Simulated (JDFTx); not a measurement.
# Geometry relaxation, with input and output: Zr (part 2 of 2)

Continued. System: Zr (P6₃/mmc, 2 atoms in the cell). Method: Kohn-Sham DFT of a periodic cell, PBE with D3(BJ), PseudoDojo-SR-PBE-0.5-standard, no spin polarisation (JDFTx 1.7.0 (patched build)); cutoff 897.98 eV, 9×9×5 k-mesh, fermi-dirac of 0.05 eV. The structure derives from an entry of the Crystallography Open Database.

Geometry of the input (Å; fractional positions):
```
3.2320  0.0000  0.0000
-1.6160  2.7990  0.0000
0.0000  0.0000  5.1470
Zr 0.6667  0.3333  0.7500
Zr 0.3333  0.6667  0.2500
```

## Output, continued
```
# Ionic positions in lattice coordinates:
ion Zr   0.666666666666667   0.333333333333333   0.750000000000000 1
ion Zr   0.333333333333333   0.666666666666667   0.250000000000000 1

# Forces in Cartesian coordinates:
force Zr   0.000000000000000   0.000000000000000  -0.000000000000000 1
force Zr  -0.000000000000000  -0.000000000000000  -0.000000000000000 1

# Energy components:
   Eewald =      -77.9632507994127195
       EH =       13.3455453525186574
     Eloc =      -56.1351887340553901
      Enl =       10.6084754713458302
     EvdW =       -0.0402679554635176
      Exc =      -20.0596809005978791
 Exc_core =        6.5005634111819397
       KE =       28.9633848774615004
-------------------------------------
     Etot =      -94.7804192770215650
       TS =        0.0006156378564983
-------------------------------------
        F =      -94.7810349148780631

LatticeMinimize: Iter:   2  F: -94.781034914878063  |grad|_K:  9.675e-04  alpha:  1.000e+00  linmin: -1.414e-01

#--- Lowdin population analysis ---
# oxidation-state Zr +0.063 +0.063

Computing DFT-D3 correction:
# coordination-number Zr 11.793 11.793
# diagonal-C6 Zr 458.69 458.69
EvdW_6 =   -0.019592
EvdW_8 =   -0.020674

-------- Electronic minimization -----------
Will mix electronic density at each iteration.
	FillingsUpdate:  mu: +0.540356834  nElectrons: 24.000000
	FillingsUpdate:  mu: +0.540199617  nElectrons: 24.000000
SCF: Cycle:  0   F: -94.781046297299099   dF: -1.014e-05   |Residual|: 1.898e-04   |deigs|: 2.188e-06
	FillingsUpdate:  mu: +0.540198862  nElectrons: 24.000000
SCF: Cycle:  1   F: -94.781046532565981   dF: -2.353e-07   |Residual|: 9.207e-05   |deigs|: 2.413e-06
	FillingsUpdate:  mu: +0.540197834  nElectrons: 24.000000
SCF: Cycle:  2   F: -94.781046593243957   dF: -6.068e-08   |Residual|: 2.359e-05   |deigs|: 2.497e-06
	FillingsUpdate:  mu: +0.540197241  nElectrons: 24.000000
SCF: Cycle:  3   F: -94.781046618181477   dF: -2.494e-08   |Residual|: 1.679e-05   |deigs|: 2.674e-06
	FillingsUpdate:  mu: +0.540195944  nElectrons: 24.000000
SCF: Cycle:  4   F: -94.781046628817450   dF: -1.064e-08   |Residual|: 5.689e-06   |deigs|: 4.799e-06
	FillingsUpdate:  mu: +0.540196092  nElectrons: 24.000000
SCF: Cycle:  5   F: -94.781046632812902   dF: -3.995e-09   |Residual|: 5.509e-06   |deigs|: 3.628e-06
	FillingsUpdate:  mu: +0.540195960  nElectrons: 24.000000
SCF: Cycle:  6   F: -94.781046634388986   dF: -1.576e-09   |Residual|: 4.547e-06   |deigs|: 3.364e-06
	FillingsUpdate:  mu: +0.540195730  nElectrons: 24.000000
SCF: Cycle:  7   F: -94.781046635173183   dF: -7.842e-10   |Residual|: 2.528e-06   |deigs|: 5.821e-06
	FillingsUpdate:  mu: +0.540195763  nElectrons: 24.000000
SCF: Cycle:  8   F: -94.781046635402575   dF: -2.294e-10   |Residual|: 6.534e-07   |deigs|: 4.629e-06
SCF: Converged (|Delta E|<1.000000e-09 for 2 iters).

Setting wave functions to eigenvectors of Hamiltonian

Computing DFT-D3 correction:
# coordination-number Zr 11.793 11.793
# diagonal-C6 Zr 458.69 458.69
EvdW_6 =   -0.019592
EvdW_8 =   -0.020674
# Lattice vectors:
R =
[      6.02486     -3.01243            0  ]
[            0      5.21768            0  ]
[            0            0      9.65653  ]
unit cell volume = 303.561

# Strain tensor in Cartesian coordinates:
[   -0.0135458            0            0  ]
[            0   -0.0135458            0  ]
[            0            0   -0.0071857  ]

# Stress tensor in Cartesian coordinates [Eh/a0^3]:
[  6.06577e-06            0            0  ]
[            0  6.06577e-06            0  ]
[            0            0 -1.07531e-05  ]

# Ionic positions in lattice coordinates:
ion Zr   0.666666666666667   0.333333333333333   0.750000000000000 1
ion Zr   0.333333333333333   0.666666666666667   0.250000000000000 1

# Forces in Cartesian coordinates:
force Zr   0.000000000000000   0.000000000000000   0.000000000000000 1
force Zr  -0.000000000000000  -0.000000000000000  -0.000000000000000 1

# Energy components:
   Eewald =      -77.9629813383073014
       EH =       13.3453887323022613
     Eloc =      -56.1352288294540074
      Enl =       10.6083671749979498
     EvdW =       -0.0402654237476644
      Exc =      -20.0596177162188951
 Exc_core =        6.5005634347899939
       KE =       28.9633386893410325
-------------------------------------
     Etot =      -94.7804352762966431
       TS =        0.0006113591059315
-------------------------------------
        F =      -94.7810466354025749

LatticeMinimize: Iter:   3  F: -94.781046635402575  |grad|_K:  6.142e-04  alpha:  1.000e+00  linmin: -9.973e-01

#--- Lowdin population analysis ---
# oxidation-state Zr +0.063 +0.063

Computing DFT-D3 correction:
# coordination-number Zr 11.797 11.797
# diagonal-C6 Zr 458.69 458.69
EvdW_6 =   -0.019598
EvdW_8 =   -0.020681

-------- Electronic minimization -----------
Will mix electronic density at each iteration.
	FillingsUpdate:  mu: +0.540195763  nElectrons: 24.000000
	FillingsUpdate:  mu: +0.540197518  nElectrons: 24.000000
SCF: Cycle:  0   F: -94.781054244936456   dF: -2.880e-05   |Residual|: 3.256e-04   |deigs|: 4.867e-06
	FillingsUpdate:  mu: +0.540198371  nElectrons: 24.000000
SCF: Cycle:  1   F: -94.781054507597432   dF: -2.627e-07   |Residual|: 1.664e-04   |deigs|: 3.680e-06
	FillingsUpdate:  mu: +0.540198356  nElectrons: 24.000000
[... 6 further cycles ...]
SCF: Cycle:  8   F: -94.781054658251065   dF: -7.056e-10   |Residual|: 2.521e-06   |deigs|: 5.647e-06
	FillingsUpdate:  mu: +0.540196900  nElectrons: 24.000000
SCF: Cycle:  9   F: -94.781054658421453   dF: -1.704e-10   |Residual|: 2.383e-06   |deigs|: 2.733e-06
SCF: Converged (|Delta E|<1.000000e-09 for 2 iters).

Setting wave functions to eigenvectors of Hamiltonian

Computing DFT-D3 correction:
# coordination-number Zr 11.797 11.797
# diagonal-C6 Zr 458.69 458.69
EvdW_6 =   -0.019598
EvdW_8 =   -0.020681
# Lattice vectors:
R =
[      6.01524     -3.00762            0  ]
[            0      5.20935            0  ]
[            0            0      9.68409  ]
unit cell volume = 303.456

# Strain tensor in Cartesian coordinates:
[   -0.0151213            0            0  ]
[            0   -0.0151213            0  ]
[            0            0  -0.00435177  ]

# Stress tensor in Cartesian coordinates [Eh/a0^3]:
[  4.57743e-07            0            0  ]
[            0  4.57743e-07            0  ]
[            0            0 -5.47598e-07  ]

# Ionic positions in lattice coordinates:
ion Zr   0.666666666666667   0.333333333333333   0.750000000000000 1
ion Zr   0.333333333333333   0.666666666666667   0.250000000000000 1

# Forces in Cartesian coordinates:
force Zr  -0.000000000000000  -0.000000000000000  -0.000000000000000 1
force Zr  -0.000000000000000   0.000000000000000   0.000000000000000 1

# Energy components:
   Eewald =      -77.9736936475651987
       EH =       13.3410208984723759
     Eloc =      -56.1208192779947126
      Enl =       10.6081954901547988
     EvdW =       -0.0402798741188771
      Exc =      -20.0599378705198816
 Exc_core =        6.5005634444450200
       KE =       28.9644999468952271
-------------------------------------
     Etot =      -94.7804508902312506
       TS =        0.0006037681902012
-------------------------------------
        F =      -94.7810546584214535

LatticeMinimize: Iter:   4  F: -94.781054658421453  |grad|_K:  3.785e-05  alpha:  1.000e+00  linmin: -9.802e-01

#--- Lowdin population analysis ---
# oxidation-state Zr +0.062 +0.062

Computing DFT-D3 correction:
# coordination-number Zr 11.798 11.798
# diagonal-C6 Zr 458.69 458.69
EvdW_6 =   -0.019600
EvdW_8 =   -0.020684

-------- Electronic minimization -----------
Will mix electronic density at each iteration.
	FillingsUpdate:  mu: +0.540196900  nElectrons: 24.000000
	FillingsUpdate:  mu: +0.540242102  nElectrons: 24.000000
SCF: Cycle:  0   F: -94.781054675463878   dF: -1.085e-07   |Residual|: 2.337e-05   |deigs|: 1.837e-06
	FillingsUpdate:  mu: +0.540242517  nElectrons: 24.000000
SCF: Cycle:  1   F: -94.781054684175785   dF: -8.712e-09   |Residual|: 1.317e-05   |deigs|: 1.767e-06
	FillingsUpdate:  mu: +0.540242816  nElectrons: 24.000000
SCF: Cycle:  2   F: -94.781054685088179   dF: -9.124e-10   |Residual|: 2.864e-06   |deigs|: 1.651e-06
	FillingsUpdate:  mu: +0.540242881  nElectrons: 24.000000
SCF: Cycle:  3   F: -94.781054685500649   dF: -4.125e-10   |Residual|: 1.886e-06   |deigs|: 3.128e-06
SCF: Converged (|Delta E|<1.000000e-09 for 2 iters).

Setting wave functions to eigenvectors of Hamiltonian

Computing DFT-D3 correction:
# coordination-number Zr 11.798 11.798
# diagonal-C6 Zr 458.69 458.69
EvdW_6 =   -0.019600
EvdW_8 =   -0.020684
# Lattice vectors:
R =
[      6.01451     -3.00725            0  ]
[            0      5.20871            0  ]
[            0            0      9.68553  ]
unit cell volume = 303.427

# Strain tensor in Cartesian coordinates:
[   -0.0152417            0            0  ]
[            0   -0.0152417            0  ]
[            0            0  -0.00420358  ]

# Stress tensor in Cartesian coordinates [Eh/a0^3]:
[  -1.1502e-07            0            0  ]
[            0  -1.1502e-07            0  ]
[            0            0   -1.594e-07  ]

# Ionic positions in lattice coordinates:
ion Zr   0.666666666666667   0.333333333333333   0.750000000000000 1
ion Zr   0.333333333333333   0.666666666666667   0.250000000000000 1

# Forces in Cartesian coordinates:
force Zr   0.000000000000000  -0.000000000000000   0.000000000000000 1
force Zr  -0.000000000000000  -0.000000000000000   0.000000000000000 1

# Energy components:
   Eewald =      -77.9762711204265031
       EH =       13.3400224995873522
     Eloc =      -56.1174134976423247
      Enl =       10.6081892783364662
     EvdW =       -0.0402838973458714
      Exc =      -20.0600271072049026
 Exc_core =        6.5005634433204271
       KE =       28.9647690517664529
-------------------------------------
     Etot =      -94.7804513496088958
       TS =        0.0006033358917551
-------------------------------------
        F =      -94.7810546855006493

LatticeMinimize: Iter:   5  F: -94.781054685500649  |grad|_K:  1.016e-05  alpha:  1.000e+00  linmin:  8.459e-02

#--- Lowdin population analysis ---
# oxidation-state Zr +0.062 +0.062

Computing DFT-D3 correction:
# coordination-number Zr 11.798 11.798
# diagonal-C6 Zr 458.69 458.69
EvdW_6 =   -0.019599
EvdW_8 =   -0.020682

-------- Electronic minimization -----------
Will mix electronic density at each iteration.
	FillingsUpdate:  mu: +0.540242881  nElectrons: 24.000000
	FillingsUpdate:  mu: +0.540188264  nElectrons: 24.000000
SCF: Cycle:  0   F: -94.781054678983182   dF: -2.748e-09   |Residual|: 5.983e-06   |deigs|: 1.611e-06
	FillingsUpdate:  mu: +0.540188081  nElectrons: 24.000000
SCF: Cycle:  1   F: -94.781054685365532   dF: -6.382e-09   |Residual|: 6.861e-06   |deigs|: 3.518e-06
	FillingsUpdate:  mu: +0.540188295  nElectrons: 24.000000
SCF: Cycle:  2   F: -94.781054685455544   dF: -9.001e-11   |Residual|: 9.741e-06   |deigs|: 2.353e-06
	FillingsUpdate:  mu: +0.540187548  nElectrons: 24.000000
SCF: Cycle:  3   F: -94.781054685526271   dF: -7.073e-11   |Residual|: 1.938e-06   |deigs|: 4.577e-06
SCF: Converged (|Delta E|<1.000000e-09 for 2 iters).

Setting wave functions to eigenvectors of Hamiltonian

Computing DFT-D3 correction:
# coordination-number Zr 11.798 11.798
# diagonal-C6 Zr 458.69 458.69
EvdW_6 =   -0.019599
EvdW_8 =   -0.020682
# Lattice vectors:
R =
[      6.01466     -3.00733            0  ]
[            0      5.20885            0  ]
[            0            0      9.68589  ]
unit cell volume = 303.454

# Strain tensor in Cartesian coordinates:
[   -0.0152161            0            0  ]
[            0   -0.0152161            0  ]
[            0            0  -0.00416671  ]

# Stress tensor in Cartesian coordinates [Eh/a0^3]:
[  1.11322e-07            0            0  ]
[            0  1.11322e-07            0  ]
[            0            0  1.40297e-07  ]

# Ionic positions in lattice coordinates:
ion Zr   0.666666666666667   0.333333333333333   0.750000000000000 1
ion Zr   0.333333333333333   0.666666666666667   0.250000000000000 1

# Forces in Cartesian coordinates:
force Zr   0.000000000000000  -0.000000000000000  -0.000000000000000 1
force Zr  -0.000000000000000  -0.000000000000000  -0.000000000000000 1

# Energy components:
   Eewald =      -77.9739623221891094
       EH =       13.3409028663746891
     Eloc =      -56.1204420886859339
      Enl =       10.6081804151293646
     EvdW =       -0.0402801502711413
      Exc =      -20.0599430766036306
 Exc_core =        6.5005634437536814
       KE =       28.9645294742711812
-------------------------------------
     Etot =      -94.7804514382209220
       TS =        0.0006032473053528
-------------------------------------
        F =      -94.7810546855262714

LatticeMinimize: Iter:   6  F: -94.781054685526271  |grad|_K:  9.413e-06  alpha:  1.000e+00  linmin:  9.981e-01
LatticeMinimize: Converged (|Delta F|<1.000000e-06 for 2 iters).

#--- Lowdin population analysis ---
# oxidation-state Zr +0.062 +0.062

Dumping 'run.eigStats' ...
	eMin: -1.252193 at state 0 ( [ +0.000000 +0.000000 +0.000000 ] spin 0 )
	HOMO: +0.540033 at state 2 ( [ +0.000000 +0.000000 +0.400000 ] spin 0 )
	mu  : +0.540188
	LUMO: +0.540900 at state 35 ( [ +0.333333 +0.333333 +0.400000 ] spin 0 )
	eMax: +0.741198 at state 12 ( [ +0.000000 +0.444444 +0.000000 ] spin 0 )
	HOMO-LUMO gap: +0.000867
	Optical gap  : +0.006254 at state 2 ( [ +0.000000 +0.000000 +0.400000 ] spin 0 )
Done!
```

## Trajectory as extended XYZ (Å, eV, eV/Å), 7 frames, from step=0 to step=6
```
2
Lattice="3.2320 0.0000 0.0000 -1.6160 2.7990 0.0000 0.0000 0.0000 5.1470" Properties=species:S:1:pos:R:3:forces:R:3 step=0 energy=-2579.10649
Zr    1.6160    0.9330    3.8602    0.0000   0.0000   0.0000
Zr    0.0000    1.8660    1.2868    0.0000   0.0000   0.0000
2
Lattice="3.2241 0.0000 0.0000 -1.6121 2.7922 0.0000 0.0000 0.0000 5.1376" Properties=species:S:1:pos:R:3:forces:R:3 step=1 energy=-2579.11228
Zr    1.6121    0.9307    3.8532    0.0000   0.0000   0.0000
Zr    0.0000    1.8614    1.2844    0.0000   0.0000   0.0000
2
Lattice="3.1910 0.0000 0.0000 -1.5955 2.7635 0.0000 0.0000 0.0000 5.1008" Properties=species:S:1:pos:R:3:forces:R:3 step=2 energy=-2579.12335
Zr    1.5955    0.9212    3.8256    0.0000   0.0000   0.0000
Zr    0.0000    1.8423    1.2752    0.0000   0.0000   0.0000
2
Lattice="3.1882 0.0000 0.0000 -1.5941 2.7611 0.0000 0.0000 0.0000 5.1100" Properties=species:S:1:pos:R:3:forces:R:3 step=3 energy=-2579.12367
Zr    1.5941    0.9204    3.8325    0.0000   0.0000   0.0000
Zr    0.0000    1.8407    1.2775    0.0000   0.0000   0.0000
2
Lattice="3.1831 0.0000 0.0000 -1.5916 2.7567 0.0000 0.0000 0.0000 5.1246" Properties=species:S:1:pos:R:3:forces:R:3 step=4 energy=-2579.12389
Zr    1.5916    0.9189    3.8434    0.0000   0.0000   0.0000
Zr    0.0000    1.8378    1.2811    0.0000   0.0000   0.0000
2
Lattice="3.1827 0.0000 0.0000 -1.5914 2.7563 0.0000 0.0000 0.0000 5.1254" Properties=species:S:1:pos:R:3:forces:R:3 step=5 energy=-2579.12389
Zr    1.5914    0.9188    3.8440    0.0000   0.0000   0.0000
Zr    0.0000    1.8376    1.2813    0.0000   0.0000   0.0000
2
Lattice="3.1828 0.0000 0.0000 -1.5914 2.7564 0.0000 0.0000 0.0000 5.1256" Properties=species:S:1:pos:R:3:forces:R:3 step=6 energy=-2579.12389
Zr    1.5914    0.9188    3.8442    0.0000   0.0000   0.0000
Zr    0.0000    1.8376    1.2814    0.0000   0.0000   0.0000
```

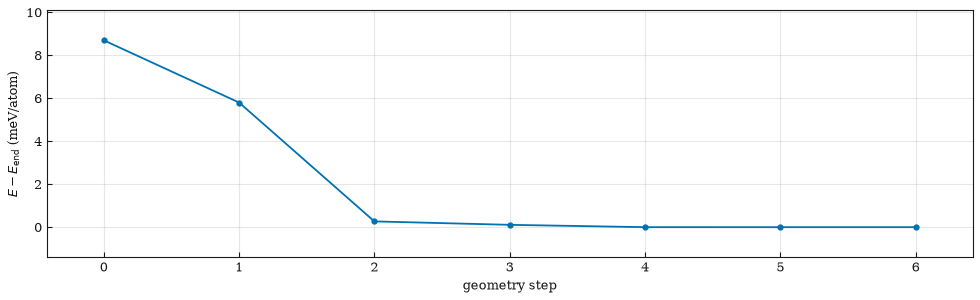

*Progress of the relaxation, step by step (steps are counted from 0).*

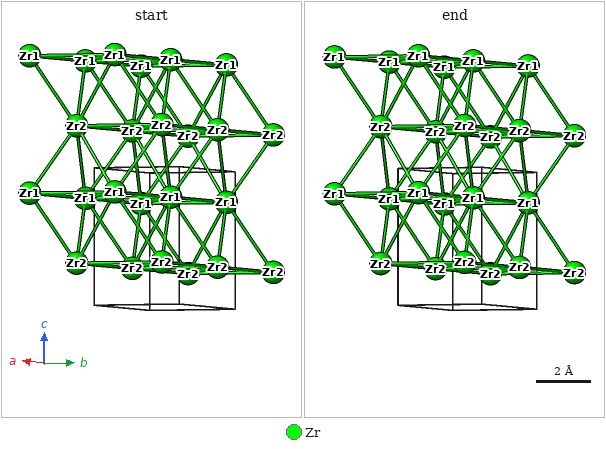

*Before (left) and after (right) the relaxation, at one scale (ball-and-stick view of the cell of the calculation, repeated 3 × 2 × 2, seen at an oblique angle).*

Over 6 geometry steps the energy falls by 8.7 meV per atom. All forces vanish by symmetry, so only the cell relaxes. The atoms keep their places relative to the cell (all moves are under 0.005 Å). Cell: a = b 3.232 → 3.183 Å (−1.5 %), c 5.147 → 5.126 Å (−0.4 %). Volume −3.4 %. Among the contacts that change: Zr1–Zr1 3.232 → 3.183 Å, Zr1–Zr2 3.179 → 3.154 Å. The space group stays P6_3/mmc (No. 194). (Atoms are counted from 1 in the order of the input.)

## Results in brief

| quantity | value |
| --- | --- |
| outcome | converged |
| space group (tolerance 0.01 Å) | P6₃/mmc (194) |
| electrons treated | 24 |
| free energy | −2579.1239 eV |
| Fermi energy | 14.699 eV |
| gap on the k-point mesh | none (metallic) |
| pressure | 0.00 GPa |
| final volume | 44.97 Å³ |
| largest force (length of the vector) at the end | under 0.001 eV/Å |
| final cell | a = 3.183 Å, b = 3.183 Å, c = 5.126 Å, α = 90.00°, β = 90.00°, γ = 120.00° |
| wall time | 1.8 min |
| peak memory | 0.14 GiB |
